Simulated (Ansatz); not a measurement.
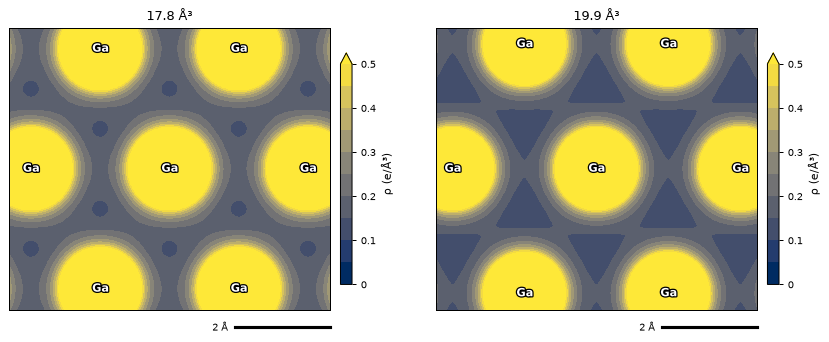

Ga. The valence electron density of cells scaled evenly to different volumes (given per atom above each panel), on the (111) plane of each (indices in the axes of the cell below), at one length scale and on one colour scale.

A generated structure, not necessarily the stable one; computed without spin polarisation.

Method: Ansatz, DFT, PBEsol, plane waves (420 eV) with PAW, scalar-relativistic.

Core electrons are frozen (PAW), and the valence fields are smoothed inside the atomic spheres.

The largest cell:

```xyz
1
Lattice="0.0000 2.1515 2.1515 2.1515 0.0000 2.1515 2.1515 2.1515 0.0000" Properties=species:S:1:pos:R:3 pbc="T T T"
Ga    0.0000    0.0000    0.0000
```

| volume (Å³/atom) | Ga–Ga contact in the plane (Å) | ρ at its midpoint (e/Å³) | 
| --- | --- | --- |
| 17.78 | 2.930 | 0.183 | 
| 19.21 | 3.006 | ? | 
| 19.92 | 3.043 | 0.153 | 

> Estimate the missing row, and compare with the calculation.

Over the known rows ln ρ falls by 1.58 per Å of Ga–Ga distance (the line through the two), which gives 0.162 e/Å³ at 3.006 Å; the calculation gives 0.161 e/Å³.
